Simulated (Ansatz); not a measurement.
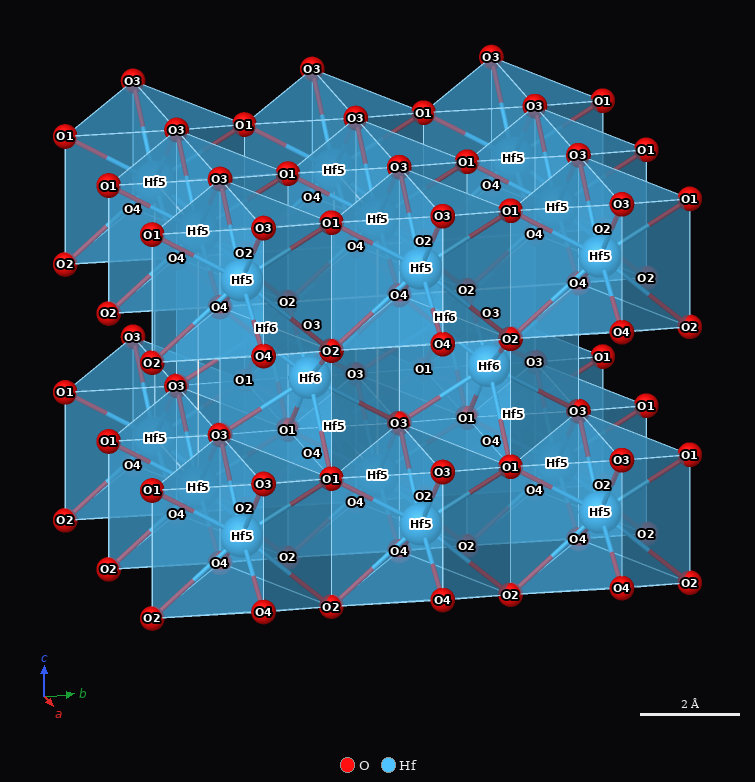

**Figure 1.** The structure as given in the input (polyhedral view of the cell of the calculation, repeated 2 × 2 × 1, seen slightly off an axis; polyhedra are completed across the faces of the cell; atoms are numbered from 1 in the order of the input).

## Two runs on HfO₂

System: HfO₂ (6 atoms in the cell).
Method of run A: DFT with PBE, PAW plane waves, no spin polarisation (Ansatz 0.2.0).

The structure is a generated one, with these elements put on the sites of a known structure type; it need not be a known phase. Text and figures count atoms from 1; the logs count them from 0 in places.

## Input file, run A
```yaml
crystal:
  lattice:
    - [3.754008, 0.0, 0.0]
    - [0.0, 3.754008, 0.0]
    - [0.0, 0.0, 5.416913]
  atoms:
    - { symbol: O, position: [0.0, 0.5, 0.201] }
    - { symbol: O, position: [0.0, 0.5, 0.701] }
    - { symbol: O, position: [0.5, 0.0, 0.299] }
    - { symbol: O, position: [0.5, 0.0, 0.799] }
    - { symbol: Hf, position: [0.0, 0.0, 0.0] }
    - { symbol: Hf, position: [0.5, 0.5, 0.5] }
  symmetry: { tolerance: 0.0003 }
kpoints:
  mp_grid: { grid: [5, 5, 4], shift: [0, 0, 0] }
magnetization:
  spin_polarized: false
scf:
  occupations: { method: fermi_dirac }
hamiltonian:
  pseudopotentials: { kind: paw }
  xc: pbe
basis:
  ecutwfc: 420
output:
  forces: true
  stress: true
  eigenvalues: true
relax:
  max_steps: 40
  cell: {}
```

Launched with:
```bash
ansatz run input.yaml --threads 1 --pin off --max-ram 2560MiB --backend cpu --events-out ev --progress --plain --runs-dir out
```

Hardware: 1 thread of Intel Xeon (Emerald Rapids), 128 GiB of memory available, shared host.

## Output, shortened to warnings, some set-up lines, iterations and results (run A)
```
Basis set: ecut = 420 eV, 1475 PW (Γ), exchange–correlation on 54×54×80 points (8 copies of the dense FFT grid, shifted against one another)
Symmetry: 16 space group operations
k-points: 18 of 100
Initial density: superposition of atomic densities (neutral atoms: chi_scale 0, normalization atom), corrected by the library's trained network
[...]
SCF iter   1: F=—  HF=-33722.366842 eV  |F-HF|=—  |Δ(HF+E_count)|=         —  Δρ=2.48e-3  dr2=1.24e-3  ethr=1.77e-3  ⟨swp⟩=5.0  Hψ=2583  notcnv=0
SCF iter   2: F=—  HF=-33722.368473 eV  |F-HF|=—  |Δ(HF+E_count)|=   1.63e-3  Δρ=1.30e-3  dr2=3.74e-4  ethr=1.63e-6  ⟨swp⟩=2.9  Hψ=1694  notcnv=0
SCF iter   3: F=—  HF=-33722.368800 eV  |F-HF|=—  |Δ(HF+E_count)|=   3.27e-4  Δρ=4.89e-4  dr2=1.23e-4  ethr=4.92e-7  ⟨swp⟩=2.0  Hψ=1368  notcnv=0  defer=2
SCF iter   4: F=—  HF=-33722.368771 eV  |F-HF|=—  |Δ(HF+E_count)|=   2.94e-5  Δρ=1.33e-4  dr2=6.91e-6  ethr=1.61e-7  ⟨swp⟩=2.0  Hψ=1300  notcnv=0
SCF iter   5: F=—  HF=-33722.368726 eV  |F-HF|=—  |Δ(HF+E_count)|=   4.50e-5  Δρ=4.90e-5  dr2=1.62e-6  ethr=9.09e-9  ⟨swp⟩=2.0  Hψ=1263  notcnv=0
[... 65 lines ...]
SCF iter   5: F=—  HF=-33723.039893 eV  |F-HF|=—  |Δ(HF+E_count)|=   1.20e-8  Δρ=1.59e-6  dr2=1.89e-9  ethr=1.17e-11  ⟨swp⟩=2.0  Hψ=1493  notcnv=0
SCF iter   6: F=—  HF=-33723.039893 eV  |F-HF|=—  |Δ(HF+E_count)|=   1.73e-9  Δρ=6.78e-7  dr2=2.07e-10  ethr=2.48e-12  ⟨swp⟩=2.0  Hψ=1368  notcnv=0
SCF iter   7: F=-33723.039893 eV  HF=-33723.039893 eV  |F-HF|=7.28e-12  |Δ(HF+E_count)|=  5.82e-11  Δρ=1.92e-7  dr2=1.21e-11  ethr=1.00e-12  ⟨swp⟩=4.6  Hψ=3089  notcnv=0
SCF 9 converged in 7 iterations: F = -33723.039893 eV  dr2 = 1.21e-11
relax step   9: F+E_penalty+E_count = -33723.03989347 eV  Δ(F+E_penalty+E_count) = +9.743e-4 eV  max|allowed force component| = 1.128e-4 eV/Å  Δτ_max = 0.0000 Å  P = -0.028 …
basis re-selected at this cell: Δ(F+E_penalty+E_count) = +9.743e-4 eV, ΔP = -0.013 GPa vs the last step (what re-selecting the basis moved, of the pressure what is left beyond the Pulay correction that the steps carried, after the strain that the cell walked since its last selection, with what the …
SCF converged after 7 iterations
Free energy (F): -33723.039893 eV
Harris-Foulkes:  -33723.039893 eV  (|F-HF|=7.28e-12)
Internal energy: -33723.039893 eV  (E = F + TS)
E sigma→0 (E₀):  -33723.039893 eV
Fermi energy:    16.785022 eV
--- Per-component energies (eV) ---
  E_band       = 29.357027
  E_kinetic    = 1541.910760
  E_local      = -11846.830332  (includes V_loc(G=0)·N_el)
  E_nonlocal   = -2294.354219
  E_hartree    = 5414.266984
  E_xc         = -895.048692
  E_vxc        = -908.921132  (∫ρ·V_xc dr)
  E_paw        = -14485.875949  (= ΣΔE_a)
  E_vpaw       = 2709.008015  (= ΣTr[D̂ρ^β])
  E_aug_tail   = 0.010033  (compensation charges beyond the density's cutoff)
  E_ewald      = -11157.118478
  E_smearing   = -0.000000  (= −TS)
  E_closure    = 0.000000  (closes the sum)
  Σ components = -33723.039893   (vs F -33723.039893, Δ=0.00e0)
--- Forces (eV/Å), atoms counted from 1 ---
  atom   1  O      0.00000000     0.00000000    -0.00011284
  atom   2  O      0.00000000     0.00000000    -0.00011284
  atom   3  O      0.00000000     0.00000000     0.00011284
  atom   4  O      0.00000000     0.00000000     0.00011284
  atom   5  Hf     0.00000000     0.00000000     0.00000000
  atom   6  Hf     0.00000000     0.00000000     0.00000000
  max |Σ_I F_I| component: 0.00e0 eV/Å
--- Stress (GPa, compression-positive) ---
       -0.025359       0.000000       0.000000
        0.000000      -0.025359       0.000000
        0.000000       0.000000      -0.032947
  P = ⅓ Tr σ = -0.0279 GPa (-0.279 kbar)
--- Relaxed structure (7 steps of the walk, 7 accepted, 2 SCFs on fresh bases) ---
  F+E_penalty+E_count = -33723.03989347 eV   max|allowed force component| = 1.128e-4 eV/Å   (the final SCF, on the basis selected at the relaxed cell)
  cell:  # Å, volume = 68.4038 Å³
    - [3.604523592858727, -2.2901999840959474e-33, 0.0]
    - [-9.267320865876624e-34, 3.604523592858727, 0.0]
    - [0.0, 0.0, 5.264831328162281]
  atoms:
    - { symbol: O, position: [1.269222238027468e-36, 0.5, 0.19319804712768202] }
[...]
```

For run B the input was changed thus:
```diff
-  mp_grid: { grid: [5, 5, 4], shift: [0, 0, 0] }
+  mp_grid: { grid: [4, 4, 3], shift: [0, 0, 0] }
-  ecutwfc: 420
+  ecutwfc: "40.4 Ry"
+  write_density: true
+  write_potential: true
+  elf: true
+  volumetric_format: npy
```

What does this change do to the results?

The free energy of run B is 4.3 meV per atom lower, the joint effect of these numerical settings, which can't be told apart here. The SCF takes 46 iterations over all geometry steps against 57. The irreducible k-points go from 18 to 12.

## Output, shortened to warnings, some set-up lines, iterations and results (run B)
```
Basis set: ecut = 549.6700021689576 eV, 2213 PW (Γ), exchange–correlation on 60×60×90 points (8 copies of the dense FFT grid, shifted against one another)
Symmetry: 16 space group operations
k-points: 12 of 48
Initial density: superposition of atomic densities (neutral atoms: chi_scale 0, normalization atom), corrected by the library's trained network
[...]
SCF iter   1: F=—  HF=-33722.391733 eV  |F-HF|=—  |Δ(HF+E_count)|=         —  Δρ=2.65e-3  dr2=1.30e-3  ethr=1.77e-3  ⟨swp⟩=5.2  Hψ=1740  notcnv=0
SCF iter   2: F=—  HF=-33722.393337 eV  |F-HF|=—  |Δ(HF+E_count)|=   1.60e-3  Δρ=1.41e-3  dr2=4.73e-4  ethr=1.72e-6  ⟨swp⟩=2.6  Hψ=1117  notcnv=0
SCF iter   3: F=—  HF=-33722.393528 eV  |F-HF|=—  |Δ(HF+E_count)|=   1.91e-4  Δρ=6.50e-4  dr2=9.06e-5  ethr=6.23e-7  ⟨swp⟩=2.0  Hψ=848  notcnv=0  defer=1
SCF iter   4: F=—  HF=-33722.393685 eV  |F-HF|=—  |Δ(HF+E_count)|=   1.57e-4  Δρ=1.08e-4  dr2=4.91e-6  ethr=1.19e-7  ⟨swp⟩=2.0  Hψ=891  notcnv=0
SCF iter   5: F=—  HF=-33722.393694 eV  |F-HF|=—  |Δ(HF+E_count)|=   8.66e-6  Δρ=2.99e-5  dr2=7.38e-7  ethr=6.46e-9  ⟨swp⟩=2.0  Hψ=867  notcnv=0
[... 50 lines ...]
SCF iter   5: F=—  HF=-33723.065605 eV  |F-HF|=—  |Δ(HF+E_count)|=   4.29e-9  Δρ=1.85e-6  dr2=2.83e-9  ethr=8.39e-12  ⟨swp⟩=2.0  Hψ=854  notcnv=0
SCF iter   6: F=—  HF=-33723.065605 eV  |F-HF|=—  |Δ(HF+E_count)|=   3.16e-9  Δρ=4.93e-7  dr2=1.36e-10  ethr=3.73e-12  ⟨swp⟩=2.0  Hψ=875  notcnv=0
SCF iter   7: F=-33723.065605 eV  HF=-33723.065605 eV  |F-HF|=1.46e-11  |Δ(HF+E_count)|=  2.18e-10  Δρ=8.07e-8  dr2=2.20e-12  ethr=1.00e-12  ⟨swp⟩=5.8  Hψ=2459  notcnv=0
SCF 7 converged in 7 iterations: F = -33723.065605 eV  dr2 = 2.20e-12
relax step   7: F+E_penalty+E_count = -33723.06560459 eV  Δ(F+E_penalty+E_count) = +1.674e-3 eV  max|allowed force component| = 3.297e-3 eV/Å  Δτ_max = 0.0000 Å  P = +0.013 …
basis re-selected at this cell: Δ(F+E_penalty+E_count) = +1.674e-3 eV, ΔP = +0.007 GPa vs the last step (what re-selecting the basis moved, of the pressure what is left beyond the Pulay correction that the steps carried, after the strain that the cell walked since its last selection, with what the …
SCF converged after 7 iterations
Free energy (F): -33723.065605 eV
Harris-Foulkes:  -33723.065605 eV  (|F-HF|=1.46e-11)
Internal energy: -33723.065605 eV  (E = F + TS)
E sigma→0 (E₀):  -33723.065605 eV
Fermi energy:    16.782423 eV
--- Per-component energies (eV) ---
  E_band       = 29.711547
  E_kinetic    = 1541.161659
  E_local      = -11843.835335  (includes V_loc(G=0)·N_el)
  E_nonlocal   = -2293.050789
  E_hartree    = 5413.277701
  E_xc         = -894.868712
  E_vxc        = -908.692987  (∫ρ·V_xc dr)
  E_paw        = -14486.632452  (= ΣΔE_a)
  E_vpaw       = 2707.570957  (= ΣTr[D̂ρ^β])
  E_aug_tail   = 0.002522  (compensation charges beyond the density's cutoff)
  E_ewald      = -11159.120200
  E_smearing   = -0.000000  (= −TS)
  E_closure    = 0.000000  (closes the sum)
  Σ components = -33723.065605   (vs F -33723.065605, Δ=0.00e0)
--- Forces (eV/Å), atoms counted from 1 ---
  atom   1  O      0.00000000     0.00000000    -0.00329677
  atom   2  O      0.00000000     0.00000000    -0.00329677
  atom   3  O      0.00000000     0.00000000     0.00329677
  atom   4  O      0.00000000     0.00000000     0.00329677
  atom   5  Hf     0.00000000     0.00000000     0.00000000
  atom   6  Hf     0.00000000     0.00000000     0.00000000
  max |Σ_I F_I| component: 6.94e-18 eV/Å
--- Stress (GPa, compression-positive) ---
        0.005741       0.000000       0.000000
        0.000000       0.005741       0.000000
        0.000000       0.000000       0.028602
  P = ⅓ Tr σ = 0.0134 GPa (0.134 kbar)
--- Relaxed structure (6 steps of the walk, 6 accepted, 1 SCFs on fresh bases) ---
  F+E_penalty+E_count = -33723.06560459 eV   max|allowed force component| = 3.297e-3 eV/Å   (the final SCF, on the basis selected at the relaxed cell)
  cell:  # Å, volume = 68.3736 Å³
    - [3.6043556563011334, 2.5138939360309007e-33, 0.0]
    - [2.5138939360309007e-33, 3.6043556563011334, 0.0]
    - [0.0, 0.0, 5.262996032909866]
  atoms:
    - { symbol: O, position: [1.3493836425344635e-35, 0.49999999999999994, 0.1934064169178599] }
[...]
```

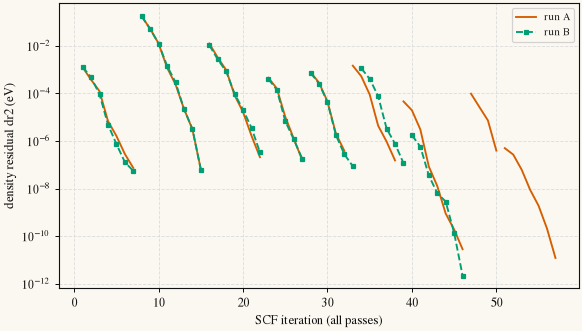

**Figure 2.** Convergence of the two runs: density residual dr2 against the SCF iteration. A break in a curve parts two SCF passes. Run A takes 57 iterations in all, and run B takes 46.

## The two runs side by side

```csv
quantity,run A,run B
outcome,converged,converged
free energy per atom (eV),−5620.5066,−5620.5109
gap on the mesh (eV),4.67,4.68
pressure (GPa),−0.03,0.01
volume per atom (Å³),11.40,11.40
largest force (eV/Å),0.000,0.003
SCF iterations,57,46
irreducible k-points,18,12
wall time (shared host),23 s,21 s
```

For both runs: Spin–orbit coupling is left out, which matters for Hf. For run B: These settings are looser than, or depart from, a standard set-up, so the numbers are not reference values for this system.
